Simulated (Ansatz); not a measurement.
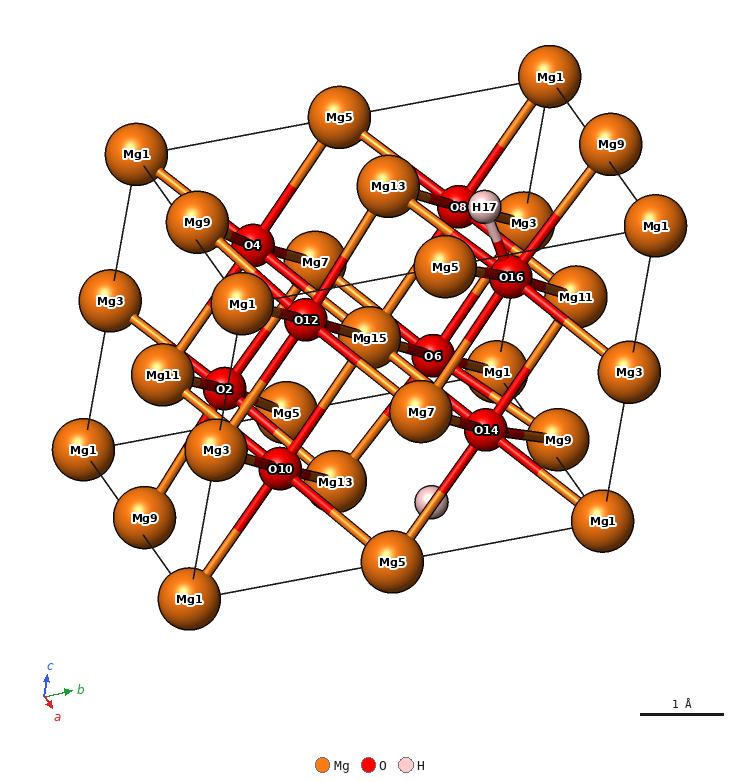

The starting structure (ball-and-stick view of the cell of the calculation, seen slightly off an axis; atoms are numbered from 1 in the order of the input). An atom can appear more than once, as a periodic image.

**Run report: Mg₈HO₈ (charge +1), nudged elastic band (part 1 of 3)**

The run: nudged elastic band of Mg₈HO₈ (defect cell, 17 atoms in the cell, total charge +1). Method and program: DFT PBE, scalar-relativistic, plane waves, PAW, PAW set soft_1, no spin polarisation (Ansatz 0.2.0).

The structure derives from an entry of the Crystallography Open Database. It belongs to a series of runs on one base structure; here: band between the two ends. Figures and captions count atoms from 1; the log counts them from 0 in places.

The input
```yaml
crystal:
  lattice:
    - [0.0, 3.897, 3.897]
    - [3.897, 0.0, 3.897]
    - [3.897, 3.897, 0.0]
  atoms:
    - { symbol: Mg, position: [-0.00133996, -0.00052519, 0.00355783] }
    - { symbol: O, position: [0.24330063, 0.2441333, 0.26971444] }
    - { symbol: Mg, position: [-0.00121291, -0.00039417, 0.50758434] }
    - { symbol: O, position: [0.24876113, 0.24958351, 0.75560601] }
    - { symbol: Mg, position: [0.02118026, 0.48371935, 0.01258612] }
    - { symbol: O, position: [0.25097244, 0.74912917, 0.25199682] }
    - { symbol: Mg, position: [-0.00122993, 0.49526051, 0.50758011] }
    - { symbol: O, position: [0.24877211, 0.74723622, 0.7556003] }
    - { symbol: Mg, position: [0.4828875, 0.02203066, 0.01258589] }
    - { symbol: O, position: [0.74831307, 0.251769, 0.25200757] }
    - { symbol: Mg, position: [0.49443291, -0.00040641, 0.50758177] }
    - { symbol: O, position: [0.74642703, 0.24958761, 0.75559814] }
    - { symbol: Mg, position: [0.48296129, 0.48376909, 0.01255234] }
    - { symbol: O, position: [0.74828049, 0.74910765, 0.25196486] }
    - { symbol: Mg, position: [0.49867584, 0.49948787, 0.50353122] }
    - { symbol: O, position: [0.74359811, 0.74442427, 0.76877862] }
    - { symbol: H, position: [0.6705456, 0.67148006, -0.01195158] }
total_charge: 1
basis:
  ecutwfc: 420.0
kpoints:
  mp_grid: { grid: [3, 3, 3] }
hamiltonian:
  xc: pbe
  pseudopotentials: { kind: paw, azcp: { folder: soft_1 } }
scf:
  occupations: { method: gaussian, width: 0.02 }
  lower_state_search: "off"
neb:
  images: 7
  f_tol: 0.05
  initial_path: idpp
  max_iterations: 38
  final_atoms:
    - { symbol: Mg, position: [0.00099269, 0.00158081, 0.00090139] }
    - { symbol: O, position: [0.25592595, 0.25653674, 0.25583253] }
    - { symbol: Mg, position: [0.00087001, 0.00146277, 0.50505773] }
    - { symbol: O, position: [0.25133758, 0.251933, 0.74854513] }
    - { symbol: Mg, position: [0.00086379, 0.50574984, 0.0007723] }
    - { symbol: O, position: [0.2513454, 0.74920575, 0.25125559] }
    - { symbol: Mg, position: [-0.02148262, 0.51731015, 0.51662595] }
    - { symbol: O, position: [0.25321466, 0.7514605, 0.75076379] }
    - { symbol: Mg, position: [0.50514774, 0.00146302, 0.00077782] }
    - { symbol: O, position: [0.74863864, 0.25193149, 0.25124696] }
    - { symbol: Mg, position: [0.51670403, -0.02086258, 0.51661096] }
    - { symbol: O, position: [0.75086476, 0.25380153, 0.750773] }
    - { symbol: Mg, position: [0.51671672, 0.51730639, -0.02156921] }
    - { symbol: O, position: [0.75085515, 0.75146025, 0.25312234] }
    - { symbol: Mg, position: [0.50098386, 0.50156716, 0.50089213] }
    - { symbol: O, position: [0.75634634, 0.75695283, 0.75625667] }
    - { symbol: H, position: [0.32893854, 0.3296247, 0.32885985] }
  order_check: true
```

Machine: 2 threads of Arm Neoverse V2, 24 GiB of memory available, shared host.

Command:
```bash
ansatz run input.yaml --threads 2 --pin off --max-ram 5120MiB --backend cpu --events-out ev --progress --plain --runs-dir out
```

Output
```
Warning: neb: disabling space-group detection — the band's intermediate images generally break the endpoint symmetry, so no spatial operation reduces the k-mesh or symmetrises the density, except that a semilocal band can use its path's symmetry ahead of convergence; time reversal is kept, so that k and −k are solved as one point where they differ and the mesh holds both, and exact exchange and, on two spinor components, a DFT+U term hold to it where the run has them: on two components no moment then forms, and a state that bears one, which a typed moment (crystal.atoms[].spin; refused beside efield: under a hybrid functional) reaches, can lie lower, under hf by electronvolts; crystal.symmetry.detect: false (a key that needs symmetry detection or time reversal refuses this as the deck is read) with time_reversal: false beside it drops time reversal too
Engine: ansatz 0.2.0, aarch64-unknown-linux-gnu
Pseudopotentials: kind: paw
Pseudopotential: Mg, paw, valence charge 10, recommended cutoff 420 eV (normal), [file]
Pseudopotential: O, paw, valence charge 6, recommended cutoff 420 eV (normal), [file]
Pseudopotential: H, paw, valence charge 1, recommended cutoff 420 eV (normal), [file]
Functional definition: PBE
  parameter kappa = 0.804
  parameter beta = 0.06672455060314922
  exchange = pbe_x(kappa = kappa, mu = beta*pi^2/3)
  correlation = pbe_c(beta = beta)
parallel-image band execution: 2 concurrent image workers
NEB image 0
Crystal: 17 atoms, lattice volume = 118.364 Å³
Basis set: ecut = 420 eV, 2277 PW (Γ), exchange–correlation on 80×80×80 points (8 copies of the dense FFT grid, shifted against one another)
Bands: 81, of which v1, the nominal top of the filled ones, is band 64 counted from 1 (63 counted from 0)
Symmetry: 1 space group operations
k-points: 14 of 27 (time reversal used)
Non-local potential: Mg, projectors of the file, l = 0: 3, l = 1: 2, l = 2: 1
Non-local potential: O, projectors of the file, l = 0: 2, l = 1: 2, l = 2: 1
Non-local potential: H, projectors of the file, l = 0: 2, l = 1: 1
PAW form: soft (Blöchl's): semilocal exchange-correlation on the pseudo side does not see the compensation charge
PAW one-centre angular grid: Mg, 110 points (default); XC on 64 Gauss nodes
PAW one-centre angular grid: O, 110 points (default); XC on 64 Gauss nodes
PAW one-centre angular grid: H, 110 points (default); XC on 64 Gauss nodes
Initial density: superposition of atomic densities (chi_scale 0.1, normalization cell, long waves kept (reshape's long-wave potential 0.01 eV rms))
Initial wavefunctions: pseudopotential atomic-orbital guess
Functional: x = pbe(κ = 0.804, μ = 0.2195149727645171), c = pbe(β = 0.06672455060314922)
SCF iter   1: F=—  HF=-19975.282271 eV  |F-HF|=—  |Δ(HF+E_count)|=         —  Δρ=1.09e-1  dr2=9.09e0  ethr=3.10e-3  ⟨swp⟩=5.9  Hψ=4829  notcnv=0  defer=25
preconditioner: auto → Resta (q_TF=auto, 2.764 Å⁻¹)  ε∞=3.2  [insulator: Δε(μ)=6.713 eV  Ē_g=18.585 eV  σ=0.020 eV  W_gap=1.00  n_scr=50 (ndim 8)  ℏωp=27.3 eV  f_vac=0.000  D(μ)=0.00/eV (n_scr^D=0)  ε∞_Penn≈3.2]
SCF iter   2: F=—  HF=-19973.652053 eV  |F-HF|=—  |Δ(HF+E_count)|=    1.63e0  Δρ=5.12e-2  dr2=2.01e0  ethr=3.10e-3  ⟨swp⟩=2.2  Hψ=2197  notcnv=0  defer=147
SCF iter   3: F=—  HF=-19973.760441 eV  |F-HF|=—  |Δ(HF+E_count)|=   1.08e-1  Δρ=1.42e-2  dr2=2.30e-1  ethr=1.57e-3  ⟨swp⟩=2.1  Hψ=1916  notcnv=0  defer=147
SCF iter   4: F=—  HF=-19973.780035 eV  |F-HF|=—  |Δ(HF+E_count)|=   1.96e-2  Δρ=4.33e-3  dr2=1.32e-2  ethr=1.80e-4  ⟨swp⟩=3.1  Hψ=1556  notcnv=0  defer=147
SCF iter   5: F=—  HF=-19973.781875 eV  |F-HF|=—  |Δ(HF+E_count)|=   1.84e-3  Δρ=1.16e-3  dr2=8.48e-4  ethr=1.03e-5  ⟨swp⟩=2.0  Hψ=1855  notcnv=0  defer=147
SCF iter   6: F=—  HF=-19973.782455 eV  |F-HF|=—  |Δ(HF+E_count)|=   5.80e-4  Δρ=5.21e-4  dr2=1.97e-4  ethr=6.63e-7  ⟨swp⟩=2.0  Hψ=1650  notcnv=0  defer=147
SCF iter   7: F=—  HF=-19973.782434 eV  |F-HF|=—  |Δ(HF+E_count)|=   2.09e-5  Δρ=7.69e-5  dr2=3.28e-6  ethr=1.54e-7  ⟨swp⟩=2.0  Hψ=1435  notcnv=0  defer=147
SCF iter   8: F=—  HF=-19973.782475 eV  |F-HF|=—  |Δ(HF+E_count)|=   4.07e-5  Δρ=2.71e-5  dr2=5.64e-7  ethr=2.56e-9  ⟨swp⟩=2.0  Hψ=1883  notcnv=0  defer=147
SCF iter   9: F=-19973.782475 eV  HF=-19973.782475 eV  |F-HF|=2.20e-9  |Δ(HF+E_count)|=   2.77e-8  Δρ=6.16e-6  dr2=3.16e-8  ethr=7.81e-11  ⟨swp⟩=5.0  Hψ=3713  notcnv=0
SCF 1 converged in 9 iterations: F = -19973.782475 eV  dr2 = 3.16e-8
  greatest PAW one-centre occupation: 1.000 electrons in one spin orbital (limit 2), on the Mg atom at site 8 (counted from 0), in its partial waves of l = 1
NSCF: frozen V_eff on 14 k-points
NEB image 8
SCF iter   1: F=—  HF=-19975.282049 eV  |F-HF|=—  |Δ(HF+E_count)|=         —  Δρ=1.09e-1  dr2=9.09e0  ethr=3.10e-3  ⟨swp⟩=5.9  Hψ=4834  notcnv=0  defer=27
preconditioner: auto → Resta (q_TF=auto, 2.764 Å⁻¹)  ε∞=3.2  [insulator: Δε(μ)=6.715 eV  Ē_g=18.586 eV  σ=0.020 eV  W_gap=1.00  n_scr=50 (ndim 8)  ℏωp=27.3 eV  f_vac=0.000  D(μ)=0.00/eV (n_scr^D=0)  ε∞_Penn≈3.2]
SCF iter   2: F=—  HF=-19973.652114 eV  |F-HF|=—  |Δ(HF+E_count)|=    1.63e0  Δρ=5.13e-2  dr2=2.01e0  ethr=3.10e-3  ⟨swp⟩=2.2  Hψ=2197  notcnv=0  defer=147
SCF iter   3: F=—  HF=-19973.760419 eV  |F-HF|=—  |Δ(HF+E_count)|=   1.08e-1  Δρ=1.42e-2  dr2=2.30e-1  ethr=1.57e-3  ⟨swp⟩=2.1  Hψ=1918  notcnv=0  defer=147
SCF iter   4: F=—  HF=-19973.779977 eV  |F-HF|=—  |Δ(HF+E_count)|=   1.96e-2  Δρ=4.32e-3  dr2=1.32e-2  ethr=1.80e-4  ⟨swp⟩=3.1  Hψ=1556  notcnv=0  defer=147
SCF iter   5: F=—  HF=-19973.781836 eV  |F-HF|=—  |Δ(HF+E_count)|=   1.86e-3  Δρ=1.16e-3  dr2=8.52e-4  ethr=1.03e-5  ⟨swp⟩=2.0  Hψ=1855  notcnv=0  defer=147
SCF iter   6: F=—  HF=-19973.782425 eV  |F-HF|=—  |Δ(HF+E_count)|=   5.89e-4  Δρ=5.20e-4  dr2=1.96e-4  ethr=6.65e-7  ⟨swp⟩=2.0  Hψ=1566  notcnv=0  defer=147
SCF iter   7: F=—  HF=-19973.782405 eV  |F-HF|=—  |Δ(HF+E_count)|=   1.95e-5  Δρ=7.68e-5  dr2=3.25e-6  ethr=1.53e-7  ⟨swp⟩=2.0  Hψ=1435  notcnv=0  defer=147
SCF iter   8: F=—  HF=-19973.782440 eV  |F-HF|=—  |Δ(HF+E_count)|=   3.51e-5  Δρ=2.78e-5  dr2=5.87e-7  ethr=2.54e-9  ⟨swp⟩=2.0  Hψ=1883  notcnv=0  defer=147
SCF iter   9: F=-19973.782440 eV  HF=-19973.782440 eV  |F-HF|=4.91e-10  |Δ(HF+E_count)|=   9.06e-9  Δρ=6.05e-6  dr2=3.05e-8  ethr=7.81e-11  ⟨swp⟩=3.0  Hψ=3927  notcnv=0
SCF 2 converged in 9 iterations: F = -19973.782440 eV  dr2 = 3.05e-8
  greatest PAW one-centre occupation: 1.000 electrons in one spin orbital (limit 2), on the Mg atom at site 6 (counted from 0), in its partial waves of l = 1
NSCF: frozen V_eff on 14 k-points
NEB end point (image 0): max|allowed force component| = 1.021e-2 eV/Å (the criterion of neb.relax_end_points is 1.000e-2)
NEB end point (image 8): max|allowed force component| = 1.890e-2 eV/Å (the criterion of neb.relax_end_points is 1.000e-2)
NEB image 1
Initial density: superposition of atomic densities (chi_scale 0.1, normalization cell, long waves kept (reshape's long-wave potential 0.02 eV rms))
[...]
preconditioner: auto → Resta (q_TF=auto, 2.764 Å⁻¹)  ε∞=3.2  [insulator: Δε(μ)=5.364 eV  Ē_g=18.357 eV  σ=0.020 eV  W_gap=1.00  n_scr=50 (ndim 8)  ℏωp=27.3 eV  f_vac=0.000  D(μ)=0.00/eV (n_scr^D=0)  ε∞_Penn≈3.2]
  greatest PAW one-centre occupation: 1.000 electrons in one spin orbital (limit 2), on the Mg atom at site 12 (counted from 0), in its partial waves of l = 1
NEB image 2
preconditioner: auto → Resta (q_TF=auto, 2.764 Å⁻¹)  ε∞=3.3  [insulator: Δε(μ)=4.025 eV  Ē_g=18.199 eV  σ=0.020 eV  W_gap=1.00  n_scr=50 (ndim 8)  ℏωp=27.3 eV  f_vac=0.000  D(μ)=0.00/eV (n_scr^D=0)  ε∞_Penn≈3.3]
  greatest PAW one-centre occupation: 1.001 electrons in one spin orbital (limit 2), on the Mg atom at site 12 (counted from 0), in its partial waves of l = 1
NEB image 3
Initial density: superposition of atomic densities (chi_scale 0.1, normalization cell, long waves kept (reshape's long-wave potential 0.03 eV rms))
preconditioner: auto → Resta (q_TF=auto, 2.764 Å⁻¹)  ε∞=3.3  [insulator: Δε(μ)=3.350 eV  Ē_g=18.125 eV  σ=0.020 eV  W_gap=1.00  n_scr=50 (ndim 8)  ℏωp=27.3 eV  f_vac=0.000  D(μ)=0.00/eV (n_scr^D=0)  ε∞_Penn≈3.3]
NEB image 4
preconditioner: auto → Resta (q_TF=auto, 2.764 Å⁻¹)  ε∞=3.3  [insulator: Δε(μ)=3.193 eV  Ē_g=18.109 eV  σ=0.020 eV  W_gap=1.00  n_scr=50 (ndim 8)  ℏωp=27.3 eV  f_vac=0.000  D(μ)=0.00/eV (n_scr^D=0)  ε∞_Penn≈3.3]
NEB image 5
preconditioner: auto → Resta (q_TF=auto, 2.764 Å⁻¹)  ε∞=3.3  [insulator: Δε(μ)=3.348 eV  Ē_g=18.125 eV  σ=0.020 eV  W_gap=1.00  n_scr=50 (ndim 8)  ℏωp=27.3 eV  f_vac=0.000  D(μ)=0.00/eV (n_scr^D=0)  ε∞_Penn≈3.3]
NEB image 6
preconditioner: auto → Resta (q_TF=auto, 2.764 Å⁻¹)  ε∞=3.3  [insulator: Δε(μ)=4.024 eV  Ē_g=18.199 eV  σ=0.020 eV  W_gap=1.00  n_scr=50 (ndim 8)  ℏωp=27.3 eV  f_vac=0.000  D(μ)=0.00/eV (n_scr^D=0)  ε∞_Penn≈3.3]
NEB image 7
preconditioner: auto → Resta (q_TF=auto, 2.764 Å⁻¹)  ε∞=3.2  [insulator: Δε(μ)=5.365 eV  Ē_g=18.357 eV  σ=0.020 eV  W_gap=1.00  n_scr=50 (ndim 8)  ℏωp=27.3 eV  f_vac=0.000  D(μ)=0.00/eV (n_scr^D=0)  ε∞_Penn≈3.2]
NEB iter   1: max|band force component| = 8.902e0 eV/Å  barrier→ = 4.7087 eV  barrier← = 4.7087 eV  Δτ_max = 0.1995 Å  (74 SCF iters)
NEB image 1
Initial density: handed on by an earlier stage of this run
Initial wavefunctions: those handed on with the density
preconditioner: auto → Resta (q_TF=auto, 2.764 Å⁻¹)  ε∞=3.2  [insulator: Δε(μ)=4.395 eV  Ē_g=18.306 eV  σ=0.020 eV  W_gap=1.00  n_scr=50 (ndim 8)  ℏωp=27.3 eV  f_vac=0.000  D(μ)=0.00/eV (n_scr^D=0)  ε∞_Penn≈3.2]
NEB image 2
preconditioner: auto → Resta (q_TF=auto, 2.764 Å⁻¹)  ε∞=3.3  [insulator: Δε(μ)=3.369 eV  Ē_g=18.198 eV  σ=0.020 eV  W_gap=1.00  n_scr=50 (ndim 8)  ℏωp=27.3 eV  f_vac=0.000  D(μ)=0.00/eV (n_scr^D=0)  ε∞_Penn≈3.3]
NEB image 3
preconditioner: auto → Resta (q_TF=auto, 2.764 Å⁻¹)  ε∞=3.3  [insulator: Δε(μ)=3.385 eV  Ē_g=18.200 eV  σ=0.020 eV  W_gap=1.00  n_scr=50 (ndim 8)  ℏωp=27.3 eV  f_vac=0.000  D(μ)=0.00/eV (n_scr^D=0)  ε∞_Penn≈3.3]
NEB image 4
preconditioner: auto → Resta (q_TF=auto, 2.764 Å⁻¹)  ε∞=3.2  [insulator: Δε(μ)=3.500 eV  Ē_g=18.210 eV  σ=0.020 eV  W_gap=1.00  n_scr=50 (ndim 8)  ℏωp=27.3 eV  f_vac=0.000  D(μ)=0.00/eV (n_scr^D=0)  ε∞_Penn≈3.2]
NEB image 5
preconditioner: auto → Resta (q_TF=auto, 2.764 Å⁻¹)  ε∞=3.3  [insulator: Δε(μ)=3.383 eV  Ē_g=18.200 eV  σ=0.020 eV  W_gap=1.00  n_scr=50 (ndim 8)  ℏωp=27.3 eV  f_vac=0.000  D(μ)=0.00/eV (n_scr^D=0)  ε∞_Penn≈3.3]
NEB image 6
preconditioner: auto → Resta (q_TF=auto, 2.764 Å⁻¹)  ε∞=3.3  [insulator: Δε(μ)=3.367 eV  Ē_g=18.198 eV  σ=0.020 eV  W_gap=1.00  n_scr=50 (ndim 8)  ℏωp=27.3 eV  f_vac=0.000  D(μ)=0.00/eV (n_scr^D=0)  ε∞_Penn≈3.3]
NEB image 7
preconditioner: auto → Resta (q_TF=auto, 2.764 Å⁻¹)  ε∞=3.2  [insulator: Δε(μ)=4.396 eV  Ē_g=18.306 eV  σ=0.020 eV  W_gap=1.00  n_scr=50 (ndim 8)  ℏωp=27.3 eV  f_vac=0.000  D(μ)=0.00/eV (n_scr^D=0)  ε∞_Penn≈3.2]
NEB iter   2: max|band force component| = 5.130e0 eV/Å  barrier→ = 1.9907 eV  barrier← = 1.9906 eV  Δτ_max = 0.2000 Å  (49 SCF iters)
[... from here on the SCF iterations and repeated set-up lines of each step are left out, up to the last step ...]
NEB image 1
NEB image 2
NEB image 3
NEB image 4
NEB image 5
NEB image 6
NEB image 7
NEB iter   3: max|band force component| = 2.107e0 eV/Å  barrier→ = 0.6465 eV  barrier← = 0.6465 eV  Δτ_max = 0.2000 Å  (56 SCF iters)
NEB image 1
NEB image 2
NEB image 3
NEB image 4
NEB image 5
NEB image 6
NEB image 7
NEB iter   4: max|band force component| = 1.412e1 eV/Å  barrier→ = 1.6405 eV  barrier← = 1.6404 eV  Δτ_max = 0.1006 Å  (52 SCF iters)
NEB image 1
NEB image 2
NEB image 3
NEB image 4
NEB image 5
NEB image 6
NEB image 7
NEB iter   5: max|band force component| = 2.137e0 eV/Å  barrier→ = 0.3130 eV  barrier← = 0.3130 eV  Δτ_max = 0.1007 Å  (50 SCF iters)
NEB image 1
NEB image 2
NEB image 3
NEB image 4
NEB image 5
NEB image 6
NEB image 7
NEB iter   6: max|band force component| = 7.921e-1 eV/Å  barrier→ = 0.2353 eV  barrier← = 0.2352 eV  Δτ_max = 0.1360 Å  (49 SCF iters)
NEB image 1
NEB image 2
NEB image 3
NEB image 4
NEB image 5
NEB image 6
NEB image 7
NEB iter   7: max|band force component| = 9.991e-1 eV/Å  barrier→ = 0.2021 eV  barrier← = 0.2021 eV  Δτ_max = 0.0256 Å  (48 SCF iters)
NEB image 1
NEB image 2
NEB image 3
NEB image 4
NEB image 5
NEB image 6
NEB image 7
NEB iter   8: max|band force component| = 4.859e-1 eV/Å  barrier→ = 0.1881 eV  barrier← = 0.1880 eV  CI = image 7  Δτ_max = 0.0683 Å  (43 SCF iters)
NEB image 1
NEB image 2
NEB image 3
NEB image 4
NEB image 5
NEB image 6
NEB image 7
NEB iter   9: max|band force component| = 5.242e-1 eV/Å  barrier→ = 0.2207 eV  barrier← = 0.2206 eV  CI = image 7  Δτ_max = 0.1363 Å  (42 SCF iters)
NEB image 1
NEB image 2
NEB image 3
NEB image 4
NEB image 5
NEB image 6
NEB image 7
NEB iter  10: max|band force component| = 3.168e-1 eV/Å  barrier→ = 0.2613 eV  barrier← = 0.2613 eV  CI = image 7  Δτ_max = 0.1347 Å  (42 SCF iters)
NEB image 1
NEB image 2
NEB image 3
NEB image 4
NEB image 5
NEB image 6
NEB image 7
NEB iter  11: max|band force component| = 3.490e-1 eV/Å  barrier→ = 0.2894 eV  barrier← = 0.2894 eV  CI = image 7  Δτ_max = 0.0328 Å  (37 SCF iters)
NEB image 1
NEB image 2
NEB image 3
NEB image 4
NEB image 5
NEB image 6
NEB image 7
NEB iter  12: max|band force component| = 1.043e-1 eV/Å  barrier→ = 0.2808 eV  barrier← = 0.2808 eV  CI = image 7  Δτ_max = 0.0267 Å  (37 SCF iters)
NEB image 1
NEB image 2
NEB image 3
NEB image 4
NEB image 5
NEB image 6
NEB image 7
NEB iter  13: max|band force component| = 7.963e-2 eV/Å  barrier→ = 0.2807 eV  barrier← = 0.2806 eV  CI = image 7  Δτ_max = 0.0081 Å  (31 SCF iters)
NEB image 1
preconditioner: auto → Resta (q_TF=auto, 2.764 Å⁻¹)  ε∞=3.2  [insulator: Δε(μ)=6.233 eV  Ē_g=18.462 eV  σ=0.020 eV  W_gap=1.00  n_scr=50 (ndim 8)  ℏωp=27.3 eV  f_vac=0.000  D(μ)=0.00/eV (n_scr^D=0)  ε∞_Penn≈3.2]
NEB image 2
preconditioner: auto → Resta (q_TF=auto, 2.764 Å⁻¹)  ε∞=3.2  [insulator: Δε(μ)=6.168 eV  Ē_g=18.464 eV  σ=0.020 eV  W_gap=1.00  n_scr=50 (ndim 8)  ℏωp=27.3 eV  f_vac=0.000  D(μ)=0.00/eV (n_scr^D=0)  ε∞_Penn≈3.2]
NEB image 3
preconditioner: auto → Resta (q_TF=auto, 2.764 Å⁻¹)  ε∞=3.2  [insulator: Δε(μ)=5.848 eV  Ē_g=18.492 eV  σ=0.020 eV  W_gap=1.00  n_scr=50 (ndim 8)  ℏωp=27.3 eV  f_vac=0.000  D(μ)=0.00/eV (n_scr^D=0)  ε∞_Penn≈3.2]
NEB image 4
preconditioner: auto → Resta (q_TF=auto, 2.764 Å⁻¹)  ε∞=3.2  [insulator: Δε(μ)=6.388 eV  Ē_g=18.494 eV  σ=0.020 eV  W_gap=1.00  n_scr=50 (ndim 8)  ℏωp=27.3 eV  f_vac=0.000  D(μ)=0.00/eV (n_scr^D=0)  ε∞_Penn≈3.2]
NEB image 5
preconditioner: auto → Resta (q_TF=auto, 2.764 Å⁻¹)  ε∞=3.2  [insulator: Δε(μ)=5.960 eV  Ē_g=18.488 eV  σ=0.020 eV  W_gap=1.00  n_scr=50 (ndim 8)  ℏωp=27.3 eV  f_vac=0.000  D(μ)=0.00/eV (n_scr^D=0)  ε∞_Penn≈3.2]
NEB image 6
preconditioner: auto → Resta (q_TF=auto, 2.764 Å⁻¹)  ε∞=3.2  [insulator: Δε(μ)=6.121 eV  Ē_g=18.481 eV  σ=0.020 eV  W_gap=1.00  n_scr=50 (ndim 8)  ℏωp=27.3 eV  f_vac=0.000  D(μ)=0.00/eV (n_scr^D=0)  ε∞_Penn≈3.2]
NEB image 7
preconditioner: auto → Resta (q_TF=auto, 2.764 Å⁻¹)  ε∞=3.2  [insulator: Δε(μ)=6.391 eV  Ē_g=18.445 eV  σ=0.020 eV  W_gap=1.00  n_scr=50 (ndim 8)  ℏωp=27.3 eV  f_vac=0.000  D(μ)=0.00/eV (n_scr^D=0)  ε∞_Penn≈3.2]
NEB iter  14: max|band force component| = 1.128e-1 eV/Å  barrier→ = 0.2803 eV  barrier← = 0.2803 eV  CI = image 7  Δτ_max = 0.0041 Å  (31 SCF iters)
```
